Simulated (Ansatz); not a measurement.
A series of calculations on SiO2

**1. Relaxation**

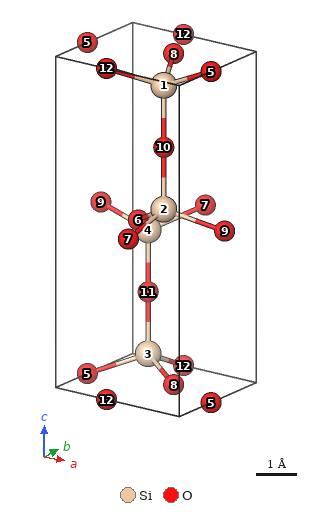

Starting structure of crystalline SiO₂ (set up in P6_322). Style: ball-and-stick. Shown: the cell of the calculation, slightly off an axis.

Case: biaxial strain in the a-b plane of +1.5 %; c and atoms relaxed.

Level of theory: DFT LDA, scalar-relativistic, plane waves, PAW in Ansatz.

Input
```yaml
crystal:
  lattice:
    - [5.0902300206, 0.0, 0.0]
    - [-2.5451150103, 4.408268509, 0.0]
    - [0.0, 0.0, 8.46258551]
  atoms:
    - { symbol: Si, position: [0.6666666667, 0.3333333333, 0.9370470931] }
    - { symbol: Si, position: [0.6666666667, 0.3333333333, 0.5629529069] }
    - { symbol: Si, position: [0.3333333333, 0.6666666667, 0.0629529069] }
    - { symbol: Si, position: [0.3333333333, 0.6666666667, 0.4370470931] }
    - { symbol: O, position: [0.0, 0.4120635575, 0.0] }
    - { symbol: O, position: [0.4120635575, 0.4120635575, 0.5] }
    - { symbol: O, position: [0.5879364425, 0.0, 0.5] }
    - { symbol: O, position: [0.5879364425, 0.5879364425, 0.0] }
    - { symbol: O, position: [0.0, 0.5879364425, 0.5] }
    - { symbol: O, position: [0.6666666667, 0.3333333333, 0.75] }
    - { symbol: O, position: [0.3333333333, 0.6666666667, 0.25] }
    - { symbol: O, position: [0.4120635575, 0.0, 0.0] }
basis:
  ecutwfc: 420
kpoints:
  mp_grid: { grid: [6, 6, 4] }
hamiltonian:
  xc: lda
scf:
  occupations: { method: gaussian, width: 0.02 }
output:
  forces: true
  stress: true
  eigenvalues: true
relax:
  adjacent_minimum: "off"
  f_tol: 0.008
  max_steps: 40
  cell: { stress_tol: 0.015, fix: [a, b, gamma] }
```

Run as
```bash
ansatz run input.yaml --threads 2 --pin off --max-ram 5120MiB --backend cpu --events-out ev --progress --plain --runs-dir out
```

**Predict the outcome.**

The energy falls by 8.1 meV per atom in 6 accepted moves (8 points after the start). Largest force component: 1 eV/Å at the start, 0.00016 eV/Å at the end. The pressure goes from −3.07 to −0.49 GPa. The SCF was repeated twice at an unchanged geometry on a basis and grid sized afresh for the cell, which shifted the energy by 0.4 meV per atom at most. The largest moves relative to the cell, 0.078 Å, are those of O5, O6, O7, O8, O9 and O12. O8 goes along [−1 −1 0]. By element the largest moves are O 0.078 Å, Si 0.005 Å. Cell: a = b unchanged at 5.090 Å, c 8.463 → 8.514 Å (+0.6 %). Volume +0.6 %. Near-neighbour distances that change, for instance: Si1–O12 1.626 → 1.606 Å, Si1–O10 1.583 → 1.597 Å. Bond angles that change, for instance: Si2–O9–Si4 148.0° → 153.4°. The space group stays P6_322 (No. 182). The run took 45 s on 2 threads of Oxide Virtual Turin-like Processor (Zen 5), with other jobs on the host, peak memory 0.51 GiB.

After the run, drawn alike:

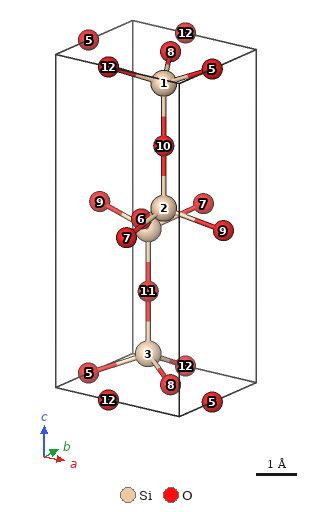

**2. Relaxation**

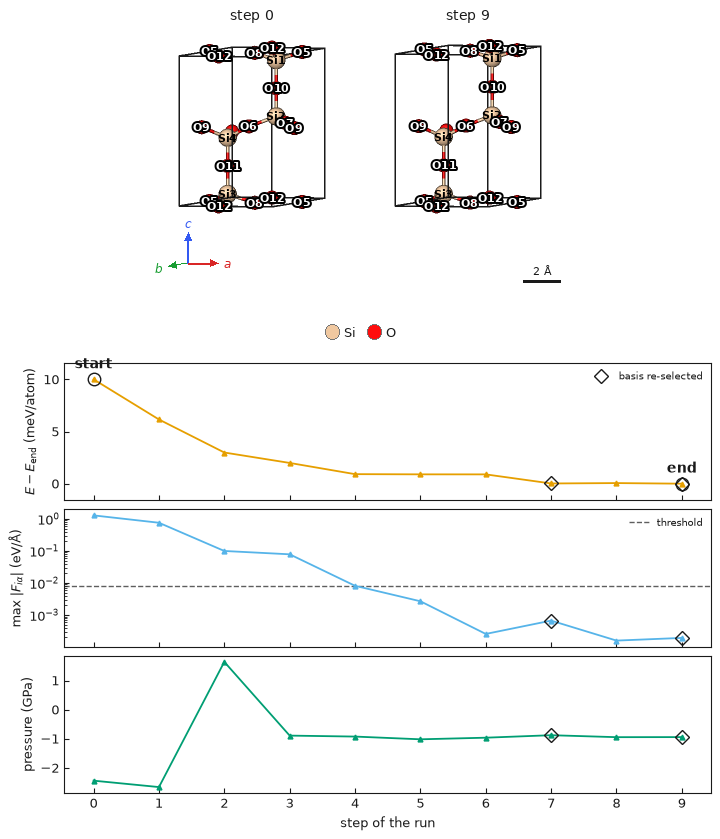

First and last geometry of a relaxation of solid SiO2 (set up in P6_322), with the history of the run. The picture is a ball-and-stick view of the cell of the calculation, seen from a free direction.

Case: biaxial strain in the a-b plane of +3.0 %; c and atoms relaxed.

Method: Ansatz, DFT LDA, scalar-relativistic, plane waves, PAW. Settings: plane-wave cutoff 420 eV; k-point mesh 6 × 6 × 4; occupations gaussian; smearing width 0.02 eV; no spin polarisation; cell relaxed at fixed a, b, gamma; force threshold 0.008 eV/Å; at most 40 steps.

Question: Read the history and describe the run.

Answer: It converged. The largest moves relative to the cell, 0.098 Å, are those of O5, O6, O7, O8, O9 and O12. O12 goes along +a. Largest moves by element: O 0.098 Å, Si 0.004 Å. The drawn cell changes as follows: a = b unchanged at 5.165 Å, c 8.386 → 8.490 Å (+1.2 %); the volume changes by +1.2 %. Near-neighbour distances that change, for instance: Si1–O10 1.573 → 1.597 Å, Si1–O12 1.624 → 1.605 Å. Among the angles between lasting bonds that change: Si2–O9–Si4 153.3° → 160.1°. The space group stays P6_322 (No. 182). The energy falls by 10.0 meV per atom in 7 accepted moves (9 points after the start). The largest force component goes from 1.3 to 0.00019 eV/Å. The pressure goes from −2.44 to −0.94 GPa. At 2 points the geometry stayed and the basis and grid were re-selected for the new cell (energy shift of 0.9 meV per atom at most each time). The run took 46 s on 2 threads of Oxide Virtual Turin-like Processor (Zen 5), with other jobs on the host, peak memory 0.52 GiB.

```
step  E − E(0), meV/atom  largest force component, eV/Å  pressure, GPa  volume, Å³/atom                      note
   0                0.00                         1.2887          -2.44           16.148                          
   1               -3.85                         0.7597          -2.66           16.194                          
   2               -7.02                         0.1000           1.64           16.269                          
   3               -8.02                         0.0787          -0.89           16.440                          
   4               -9.09                         0.0082          -0.92           16.343                          
   5               -9.11                         0.0027          -1.02           16.339                          
   6               -9.12                         0.0003          -0.96           16.339                          
   7               -9.99                         0.0007          -0.88           16.339  same geometry, new basis
   8               -9.95                         0.0002          -0.94           16.349                          
   9              -10.01                         0.0002          -0.94           16.349  same geometry, new basis
```

**3. A change**

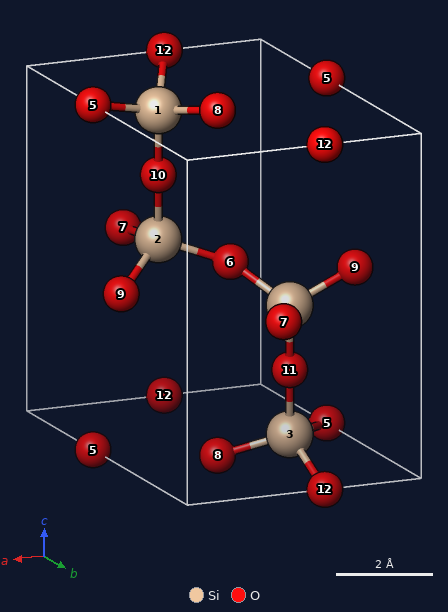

This is crystalline SiO₂ (set up in P6_322). The picture is a ball-and-stick view of the cell of the calculation, seen from a free direction.

The calculation used Ansatz, DFT LDA, scalar-relativistic, plane waves, PAW. (plane-wave cutoff 420 eV; k-point mesh 6 × 6 × 4; occupations gaussian; smearing width 0.02 eV; no spin polarisation)

The variant: Biaxial strain in the a–b plane, −1.5 %, is applied. The c axis and the atoms are relaxed.

Question: Predict the response.

Answer: The energy changes by less than 1 meV per atom. Pressure: 0.0 GPa before, 0.5 GPa after. The principal stresses (compression positive) are 0.0 GPa along c and 0.8 GPa across it. Cell: a = b 5.015 → 4.940 Å (−1.5 %), c 8.539 → 8.565 Å (+0.3 %). Volume −2.7 %. The largest moves relative to the cell, 0.066 Å, are those of O atoms. By element the largest moves are O 0.066 Å, Si 0.005 Å. Some distances before and after: O–Si 1.604 → 1.597 to 1.606 Å. The space group stays P6_322 (No. 182).

Drawn alike, the variant:

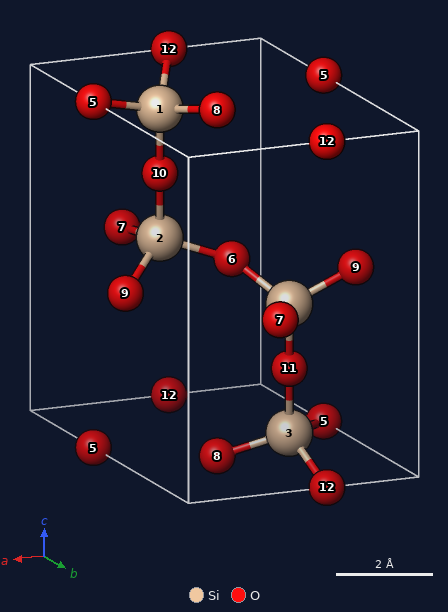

**4. Series**

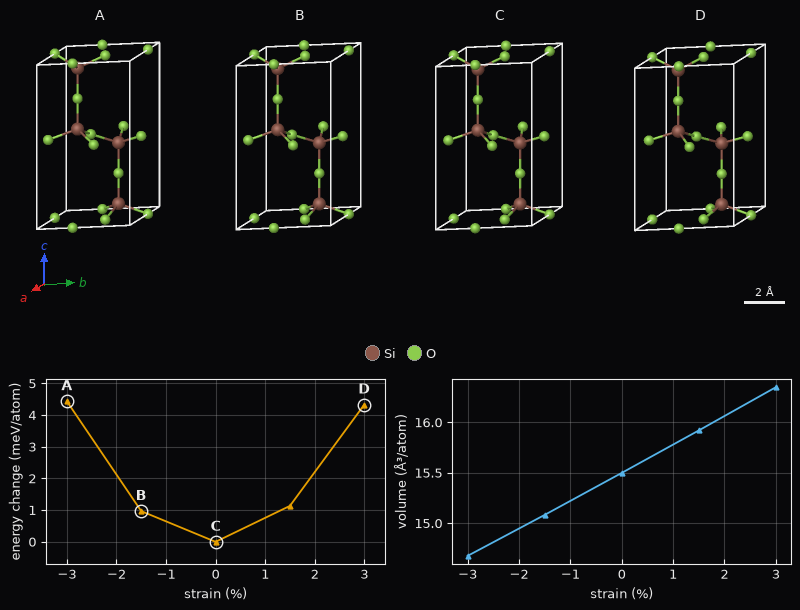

Members of a series of calculations on a crystal of SiO₂ (set up in P6_322), marked on the first curve. Style: ball-and-stick. Shown: the cell of the calculation, slightly off an axis.

Level of theory: Ansatz, DFT LDA, scalar-relativistic, plane waves, PAW. Set-up: plane-wave cutoff 420 eV; k-point mesh 6 × 6 × 4; occupations gaussian; smearing width 0.02 eV; no spin polarisation.

### Describe the series.

Biaxial strain in the a–b plane, c and atoms relaxed. A (strain −3.0 %): energy change 4.4 meV/atom, volume 14.68 Å³ per atom. B (strain −1.5 %): energy change 1.0 meV/atom, volume 15.08 Å³ per atom. C (strain 0.0 %): energy change 0.0 meV/atom, volume 15.50 Å³ per atom. D (strain 3.0 %): energy change 4.3 meV/atom, volume 16.35 Å³ per atom. The rest compares A with D. Cell: a = b 4.865 → 5.165 Å (+6.2 %), c 8.594 → 8.490 Å (−1.2 %). Volume +11.4 %. Some distances before and after: O–Si 1.604 → 1.597 to 1.605 Å.
